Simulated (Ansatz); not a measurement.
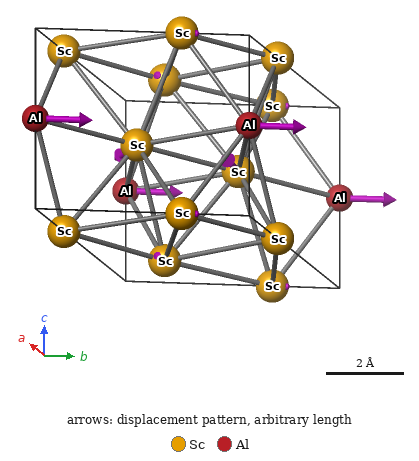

Phonons of solid Sc$_{5}$Al (a generated structure), at the zone centre. The optical levels lie at 139 (×3), 166 (×2), 170 (×2), 184, 196 (×2), 207 (×2), 208, 218, 233 cm⁻¹. One mode is drawn. The purple arrows give the relative displacements of the atoms. Style: ball-and-stick. Shown: the cell of the calculation, from a free direction.

Theory: Ansatz 0.2.0, DFT PBE, scalar-relativistic, plane waves, PAW. Set-up: plane-wave cutoff 420 eV; k-point mesh 12 × 12 × 8; occupations fermi dirac; smearing width 0.15 eV; no spin polarisation.

The frequencies depend somewhat on the k-mesh and the smearing.

To which level does it belong?

The level at 166 cm⁻¹. This is the E′ mode (doubly degenerate; one member of the set is drawn), optical level 2 of 9, counted from below, infrared- and Raman-active by symmetry. The kinetic energy is shared as Sc 63 %, Al 37 %. The crystal is a metal, so free carriers screen the infrared response.
